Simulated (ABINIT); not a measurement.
# PbS: dielectric calculation (part 1 of 3)

- system: PbS (Pm-3m, 2 atoms in the cell)
- method: Kohn-Sham DFT of a periodic cell, PBE, JTH PAW PBE v2.0, no spin polarisation (ABINIT 10.8.3)

The structure derives from a Materials Project entry.

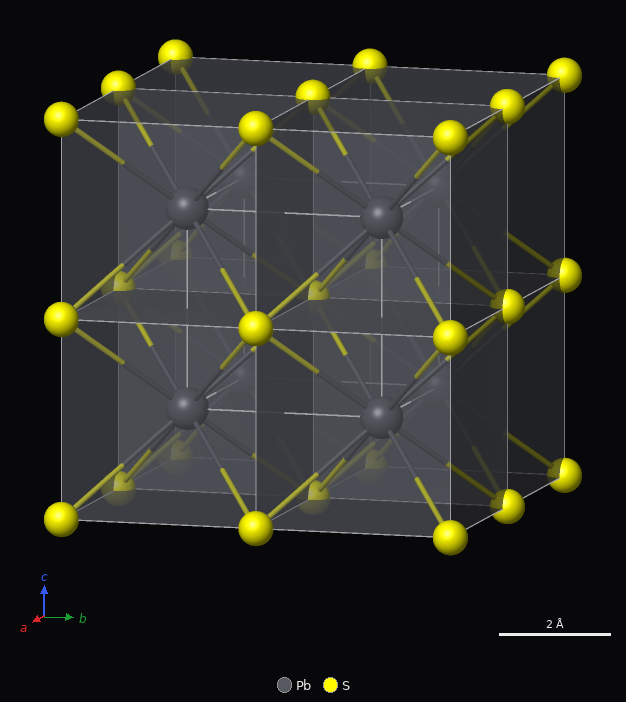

*The structure (polyhedral view of the cell of the calculation, seen slightly off an axis; polyhedra are completed across the faces of the cell).*

**Results in brief**

| quantity | value |
| --- | --- |
| outcome | converged |
| space group (tolerance 0.01 Å) | Pm-3m (221) |
| electrons treated | 20 |
| free energy | −1946.9252 eV |
| Fermi energy of the self-consistent step | 6.155 eV |
| pressure | −0.38 GPa |
| largest force (length of the vector) | under 0.001 eV/Å |
| ε∞ (xx, yy, zz) | 15.93, 15.93, 15.93 |
| Born charges (mean of the diagonal) | Pb1 (4.66 e); S2 (−4.66 e) |
| hardware | 1 thread of Intel Xeon (Sapphire Rapids), 64 GiB of memory available, shared host |
| wall time | 4.5 min |
| peak memory | 0.4 GiB |

Points of doubt noted for this run: cutoff too low for stress. Spin–orbit coupling is left out, which matters for Pb.

**Input**
```
ndtset 3

pp_dirpath "./"
pseudos "Pb.GGA_PBE-JTH.xml, S.GGA_PBE-JTH.xml"

acell 6.9044148628 6.9044148628 6.9044148628
rprim
     1.0000000000     0.0000000000     0.0000000000
     0.0000000000     1.0000000000     0.0000000000
     0.0000000000     0.0000000000     1.0000000000
ntypat 2
znucl 82 16
natom 2
typat 1 2
xred
            0.0            0.0            0.0
            1/2            1/2            1/2

ecut 19.0
pawecutdg 38.0
pawxcdev 0

ngkpt 6 6 6
nshiftk 1
shiftk 0.5 0.5 0.5

ixc 11

nband 10
occopt 1

nstep 80
diemac 6.0

prteig 0
prtebands 0
prtwf 0
prtden 0
prtpot 0

kptopt1 1
tolvrs1 1.0e-11
prtwf1 1
tolwfr1 1.0e-15

iscf2 -3
rfelfd2 2
rfdir2 1 1 1
getwfk2 1
kptopt2 2
nqpt2 1
qpt2 0.0 0.0 0.0
tolwfr2 1.0e-18
prtwf2 1

rfelfd3 3
rfdir3 1 1 1
getwfk3 1
getddk3 2
kptopt3 2
nqpt3 1
qpt3 0.0 0.0 0.0
tolvrs3 1.0e-8
```

**File mrgddb.in**
```
merged_DDB
PbS
2
runo_DS1_DDB
runo_DS3_DDB
```

**File anaddb.abi**
```
ddb_filepath "merged_DDB"
output_file "anaddb.abo"
outdata_prefix "ana"
asr 1
chneut 1
dipdip 1
dieflag 2
enunit 0
```

Launch command:
```bash
abinit run.abi > log 2>&1
mrgddb < mrgddb.in > mrgddb.log 2>&1
anaddb anaddb.abi > anaddb.log 2>&1
```

**Output**
```
.Version 10.8.3 of ABINIT
 DATASET    1 : space group Pm -3 m (#221); Bravais cP (primitive cubic)
================================================================================
 Values of the parameters that define the memory need for DATASET  1.
     intxc =       0    ionmov =       0      iscf =      17    lmnmax =      18
     lnmax =       6     mgfft =      30  mpssoang =       3    mqgrid =    3001
     natom =       2  nloc_mem =       2    nspden =       1   nspinor =       1
    nsppol =       1      nsym =      48    n1xccc =       1    ntypat =       2
    occopt =       1   xclevel =       2
       mpw =        1316          nfft =       27000          nkpt =          10
 PAW method is used; the additional fine FFT grid is defined by:
   mgfftf=        40    nfftf =     64000
================================================================================
================================================================================

 DATASET    2 : space group Pm -3 m (#221); Bravais cP (primitive cubic)
================================================================================
 Values of the parameters that define the memory need for DATASET  2 (RF).
     intxc =       0      iscf =      -3    lmnmax =      18     lnmax =       6
     mgfft =      30  mpssoang =       3    mqgrid =    3001     natom =       2
  nloc_mem =       2    nspden =       1   nspinor =       1    nsppol =       1
      nsym =      48    n1xccc =       1    ntypat =       2    occopt =       1
   xclevel =       2
      nfft =       27000          nkpt =         108
================================================================================
================================================================================

 DATASET    3 : space group Pm -3 m (#221); Bravais cP (primitive cubic)
================================================================================
 Values of the parameters that define the memory need for DATASET  3 (RF).
     intxc =       0      iscf =       7    lmnmax =      18     lnmax =       6
     mgfft =      30  mpssoang =       3    mqgrid =    3001     natom =       2
  nloc_mem =       2    nspden =       1   nspinor =       1    nsppol =       1
      nsym =      48    n1xccc =       1    ntypat =       2    occopt =       1
   xclevel =       2
      nfft =       27000          nkpt =         108
================================================================================
================================================================================

--------------------------------------------------------------------------------
------------- Echo of variables that govern the present computation ------------
--------------------------------------------------------------------------------
 -outvars: echo values of preprocessed input variables --------
            acell      6.9044148628E+00  6.9044148628E+00  6.9044148628E+00 Bohr
              amu      2.07200000E+02  3.20660000E+01
           diemac      6.00000000E+00
             ecut      1.90000000E+01 Hartree
           getddk1          0
           getddk2          0
           getddk3          2
           getwfk1          0
           getwfk2          1
           getwfk3          1
             iscf1         17
             iscf2         -3
             iscf3          7
              ixc          11
           jdtset        1    2    3
                       outvar_i_n : Printing only first  50 k-points.
           kptopt1          1
           kptopt2          2
           kptopt3          2
         kptrlatt        6    0    0      0    6    0      0    0    6
          kptrlen      4.14264892E+01
            natom           2
            nband1         10
            nband2         10
            nband3         10
           ndtset           3
            ngfft          30      30      30
          ngfftdg          40      40      40
             nkpt1         10
             nkpt2        108
             nkpt3        108
             nqpt1          0
             nqpt2          1
             nqpt3          1
            nstep          80
             nsym          48
           ntypat           2
        optdriver1          0
        optdriver2          1
        optdriver3          1
        pawecutdg      3.80000000E+01 Hartree
         pawxcdev           0
           prtden           0
        prtebands           0
           prteig           0
            prtwf1          1
            prtwf2          1
            prtwf3          0
           rfelfd1          0
           rfelfd2          2
           rfelfd3          3
           shiftk      5.00000000E-01  5.00000000E-01  5.00000000E-01
          spgroup         221
           tolvrs1     1.00000000E-11
           tolvrs2     0.00000000E+00
           tolvrs3     1.00000000E-08
           tolwfr1     1.00000000E-15
           tolwfr2     1.00000000E-18
           tolwfr3     0.00000000E+00
            typat      1  2
           useylm           1
                       outvars : Printing only first  50 k-points.
           xangst      0.0000000000E+00  0.0000000000E+00  0.0000000000E+00
                       1.8268294988E+00  1.8268294988E+00  1.8268294988E+00
            xcart      0.0000000000E+00  0.0000000000E+00  0.0000000000E+00
                       3.4522074314E+00  3.4522074314E+00  3.4522074314E+00
             xred      0.0000000000E+00  0.0000000000E+00  0.0000000000E+00
                       5.0000000000E-01  5.0000000000E-01  5.0000000000E-01
            znucl       82.00000   16.00000

================================================================================

 chkinp: Checking input parameters for consistency, jdtset=   1.

 chkinp: Checking input parameters for consistency, jdtset=   2.

 chkinp: Checking input parameters for consistency, jdtset=   3.

================================================================================
== DATASET  1 ==================================================================

--- !DatasetInfo
iteration_state: {dtset: 1, }
dimensions: {natom: 2, nkpt: 10, mband: 10, nsppol: 1, nspinor: 1, nspden: 1, mpw: 1316, }
cutoff_energies: {ecut:  19.0, pawecutdg:  38.0, }
electrons: {nelect:   2.00000000E+01, charge:   0.00000000E+00, occopt:   1.00000000E+00, tsmear:   1.00000000E-02, }
meta: {optdriver: 0, ionmov: 0, optcell: 0, iscf: 17, paral_kgb: 0, }
...

 Exchange-correlation functional for the present dataset will be:
  GGA: Perdew-Burke-Ernzerhof functional - ixc=11
  J.P.Perdew, K.Burke, M.Ernzerhof, PRL 77, 3865 (1996)

 Real(R)+Recip(G) space primitive vectors, cartesian coordinates (Bohr,Bohr^-1):
 R(1)=  6.9044149  0.0000000  0.0000000  G(1)=  0.1448349  0.0000000  0.0000000
 R(2)=  0.0000000  6.9044149  0.0000000  G(2)=  0.0000000  0.1448349  0.0000000
 R(3)=  0.0000000  0.0000000  6.9044149  G(3)=  0.0000000  0.0000000  0.1448349
 Unit cell volume ucvol=  3.2913998E+02 bohr^3
 Angles (23,13,12)=  9.00000000E+01  9.00000000E+01  9.00000000E+01 degrees

 Coarse grid specifications (used for wave-functions):

 getcut: wavevector=  0.0000  0.0000  0.0000  ngfft=  30  30  30
         ecut(hartree)=     19.000   => boxcut(ratio)=   2.21438

 getcut : COMMENT -
  Note that boxcut > 2.2 ; recall that boxcut=Gcut(box)/Gcut(sphere) = 2
  is sufficient for exact treatment of convolution.
  Such a large boxcut is a waste : you could raise ecut
  e.g. ecut=   23.291556 Hartrees makes boxcut=2

 Fine grid specifications (used for densities):

 getcut: wavevector=  0.0000  0.0000  0.0000  ngfft=  40  40  40
         ecut(hartree)=     38.000   => boxcut(ratio)=   2.08774

--- Pseudopotential description ------------------------------------------------
- pspini: atom type   1  psp file is ./Pb.GGA_PBE-JTH.xml
 Pseudopotential format is: paw10
 basis_size (lnmax)=  6 (lmn_size= 18), orbitals=   0   0   1   1   2   2
 Spheres core radius: rc_sph= 2.40264019
 Shapefunction is BESSEL type: shapef(r,l)=aa(1,l)*jl(q(1,l)*r)+aa(2,l)*jl(q(2,l)*r)
 Radius for shape functions =  2.00872932
 Compensation charge density is not taken into account in XC energy/potential

- pspini: atom type   2  psp file is ./S.GGA_PBE-JTH.xml
 Pseudopotential format is: paw10
 basis_size (lnmax)=  4 (lmn_size=  8), orbitals=   0   0   1   1
 Spheres core radius: rc_sph= 1.90380259
 Shapefunction is SIN type: shapef(r)=[sin(pi*r/rshp)/(pi*r/rshp)]**2
 Radius for shape functions =  1.40128485
 Compensation charge density is not taken into account in XC energy/potential

   5.35596158E+02                                ecore*ucvol(ha*bohr**3)
--------------------------------------------------------------------------------

================================================================================

--- !BeginCycle
iteration_state: {dtset: 1, }
solver: {iscf: 17, nstep: 80, nline: 4, wfoptalg: 10, }
tolerances: {tolwfr: 1.00E-15, tolvrs: 1.00E-11, }
...

     iter   Etot(hartree)      deltaE(h)  residm     nres2
 ETOT  1  -70.028272852048    -7.003E+01 2.790E+00 2.184E+00
 ETOT  2  -71.586990007123    -1.559E+00 3.873E-01 7.406E+00
 ETOT  3  -71.567650216079     1.934E-02 7.018E-02 3.418E+00
 ETOT  4  -71.559513143225     8.137E-03 5.211E-03 1.560E+00
 ETOT  5  -71.565025461697    -5.512E-03 3.288E-04 2.115E+00
 ETOT  6  -71.550489317759     1.454E-02 3.607E-03 6.039E-01
 ETOT  7  -71.549569846943     9.195E-04 3.809E-04 2.354E-01
 ETOT  8  -71.548699408937     8.704E-04 7.051E-05 8.088E-02
 ETOT  9  -71.548417836411     2.816E-04 4.514E-05 3.404E-02
 ETOT 10  -71.548159199419     2.586E-04 7.449E-05 2.142E-04
 ETOT 11  -71.548179652691    -2.045E-05 2.578E-06 1.372E-04
 ETOT 12  -71.548180544692    -8.920E-07 1.061E-06 8.062E-05
 ETOT 13  -71.548180339024     2.057E-07 5.652E-07 4.718E-06
 ETOT 14  -71.548180386441    -4.742E-08 3.077E-08 3.072E-06
 ETOT 15  -71.548180381126     5.315E-09 5.397E-09 1.134E-06
 ETOT 16  -71.548180379157     1.969E-09 5.035E-10 2.529E-07
 ETOT 17  -71.548180377895     1.262E-09 8.504E-10 1.402E-08
 ETOT 18  -71.548180378048    -1.531E-10 8.411E-11 6.059E-09
 ETOT 19  -71.548180378067    -1.968E-11 1.040E-10 2.081E-09
 ETOT 20  -71.548180378052     1.569E-11 5.102E-12 2.311E-11
 ETOT 21  -71.548180378055    -3.027E-12 1.019E-12 4.577E-12
 ETOT 22  -71.548180378056    -1.180E-12 5.231E-14 7.164E-13
 ETOT 23  -71.548180378054     1.990E-12 7.503E-15 2.150E-13
 ETOT 24  -71.548180378055    -6.679E-13 9.828E-16 4.801E-15

 At SCF step   24  max residual=  9.83E-16 < tolwfr=  1.00E-15 AND nres2   =  4.80E-15 < tolvrs=  1.00E-11 =>converged.

 Cartesian components of stress tensor (hartree/bohr^3)
  sigma(1 1)=  1.28188054E-05  sigma(3 2)=  0.00000000E+00
  sigma(2 2)=  1.28188054E-05  sigma(3 1)=  0.00000000E+00
  sigma(3 3)=  1.28188054E-05  sigma(2 1)=  0.00000000E+00

--- !ResultsGS
iteration_state: {dtset: 1, }
comment   : Summary of ground state results
lattice_vectors:
- [  6.9044149,   0.0000000,   0.0000000, ]
- [  0.0000000,   6.9044149,   0.0000000, ]
- [  0.0000000,   0.0000000,   6.9044149, ]
lattice_lengths: [   6.90441,    6.90441,    6.90441, ]
lattice_angles: [ 90.000,  90.000,  90.000, ] # degrees, (23, 13, 12)
lattice_volume:   3.2913998E+02
convergence: {deltae: -6.679E-13, res2:  4.801E-15, residm:  9.828E-16, diffor: null, }
etotal    :  -7.15481804E+01
entropy   :   0.00000000E+00
fermie    :   2.26182603E-01
cartesian_stress_tensor: # hartree/bohr^3
- [  1.28188054E-05,   0.00000000E+00,   0.00000000E+00, ]
- [  0.00000000E+00,   1.28188054E-05,   0.00000000E+00, ]
- [  0.00000000E+00,   0.00000000E+00,   1.28188054E-05, ]
pressure_GPa:  -3.7714E-01
xred      :
- [  0.0000E+00,   0.0000E+00,   0.0000E+00, Pb]
- [  5.0000E-01,   5.0000E-01,   5.0000E-01,  S]
cartesian_forces: # hartree/bohr
- [ -0.00000000E+00,  -0.00000000E+00,  -0.00000000E+00, ]
- [ -0.00000000E+00,  -0.00000000E+00,  -0.00000000E+00, ]
force_length_stats: {min:   0.00000000E+00, max:   0.00000000E+00, mean:   0.00000000E+00, }
...

 Integrated electronic density in atomic spheres:
 ------------------------------------------------
 Atom  Sphere_radius  Integrated_density
    1        2.40264         11.25521728
    2        1.90380          3.49508676

================================================================================

 ----iterations are completed or convergence reached----

 Mean square residual over all n,k,spin=   44.419E-17; max=  98.277E-17
 reduced coordinates (array xred) for    2 atoms
       0.000000000000      0.000000000000      0.000000000000
       0.500000000000      0.500000000000      0.500000000000
 rms dE/dt=  0.0000E+00; max dE/dt=  0.0000E+00; dE/dt below (all hartree)
    1       0.000000000000      0.000000000000      0.000000000000
    2       0.000000000000      0.000000000000      0.000000000000

 cartesian coordinates (angstrom) at end:
    1      0.00000000000000     0.00000000000000     0.00000000000000
    2      1.82682949876752     1.82682949876752     1.82682949876752

 cartesian forces (hartree/bohr) at end:
    1     -0.00000000000000    -0.00000000000000    -0.00000000000000
    2     -0.00000000000000    -0.00000000000000    -0.00000000000000
 frms,max,avg= 0.0000000E+00 0.0000000E+00   0.000E+00  0.000E+00  0.000E+00 h/b

 cartesian forces (eV/Angstrom) at end:
    1     -0.00000000000000    -0.00000000000000    -0.00000000000000
    2     -0.00000000000000    -0.00000000000000    -0.00000000000000
 frms,max,avg= 0.0000000E+00 0.0000000E+00   0.000E+00  0.000E+00  0.000E+00 e/A
 length scales=  6.904414862800  6.904414862800  6.904414862800 bohr
              =  3.653658997535  3.653658997535  3.653658997535 angstroms
 Fermi (or HOMO) energy (hartree) =   0.22618   Average Vxc (hartree)=  -0.35988
 Eigenvalues (hartree) for nkpt=  10  k points:
 kpt#   1, nband= 10, wtk=  0.03704, kpt=  0.0833  0.0833  0.0833 (reduced coord)
  -0.38454   -0.38454   -0.37765   -0.37760   -0.37760   -0.23908   -0.02245    0.17083
   0.17083    0.20265
 prteigrs : prtvol=0 or 1, do not print more k-points.

--- !EnergyTerms
iteration_state     : {dtset: 1, }
comment             : Components of total free energy in Hartree
kinetic             :  9.41198574873879E+00
hartree             :  1.89610896457045E+01
xc                  : -6.17051708052992E+00
Ewald energy        : -5.74254498000017E+01
psp_core            :  1.62725950448977E+00
local_psp           : -6.24106777417229E+01
PAW spherical_terms :  2.44581293494309E+01
total_energy        : -7.15481803738905E+01
total_energy_eV     : -1.94692517135105E+03
...

--- !EnergyTermsDC
iteration_state     : {dtset: 1, }
comment             : '"Double-counting" decomposition of free energy'
band_energy         : -3.29312545507732E+00
Ewald energy        : -5.74254498000017E+01
psp_core            :  1.62725950448977E+00
xc_dc               : -1.86924324470093E+01
PAW spherical_terms :  6.23556781954394E+00
total_energy_dc     : -7.15481803780546E+01
total_energy_dc_eV  : -1.94692517146436E+03
...

--- !EnergyTermsWithPAWCore
iteration_state     : {dtset: 1, }
comment             : 'Components of total free energy, including PAW core contributions'
Total energy        : -2.12812544272561E+04
Total energy DC     : -2.12812544272602E+04
Total energy (eV)   : -5.79092434019058E+05
Total energy DC (eV): -5.79092434019172E+05
...

 Cartesian components of stress tensor (hartree/bohr^3)
  sigma(1 1)=  1.28188054E-05  sigma(3 2)=  0.00000000E+00
  sigma(2 2)=  1.28188054E-05  sigma(3 1)=  0.00000000E+00
  sigma(3 3)=  1.28188054E-05  sigma(2 1)=  0.00000000E+00

-Cartesian components of stress tensor (GPa)         [Pressure= -3.7714E-01 GPa]
- sigma(1 1)=  3.77142275E-01  sigma(3 2)=  0.00000000E+00
- sigma(2 2)=  3.77142275E-01  sigma(3 1)=  0.00000000E+00
- sigma(3 3)=  3.77142275E-01  sigma(2 1)=  0.00000000E+00

================================================================================
== DATASET  2 ==================================================================
```
